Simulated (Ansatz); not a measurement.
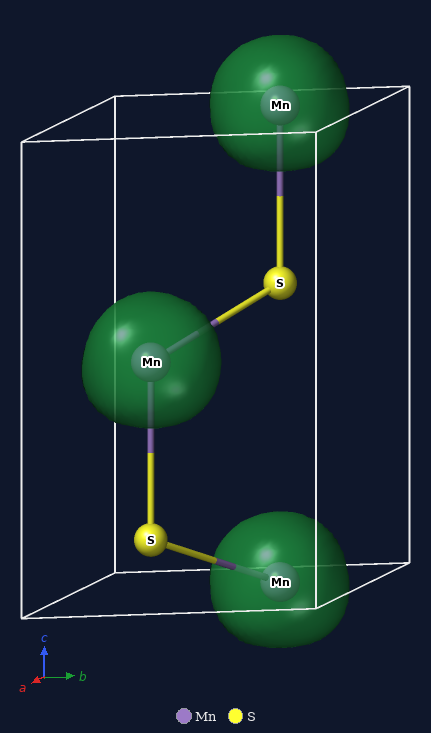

Figure. MnS. Isosurfaces of the magnetisation density (up minus down) at +0.2 (green) and −0.2 e/Å³ (red), seen slightly off an axis. Sticks mark near contacts.

Space group P6₃mc; a structure from a database of computed crystals, not necessarily the ambient phase; computed pressure about −8 GPa in this cell; spin-polarised.

Method: Kohn-Sham DFT of a periodic cell, PBEsol, Ansatz PAW in Ansatz.

Question: Which atoms carry the moments, and with what signs?

Answer: The spin density sits on Mn: +3.5 μB (×2) in one cell of 4 atoms: parallel moments (a ferromagnetic arrangement) in this solution. The cell of the calculation (4 atoms) carries 8.0 μB of net spin moment. Only one sign reaches the isovalue.
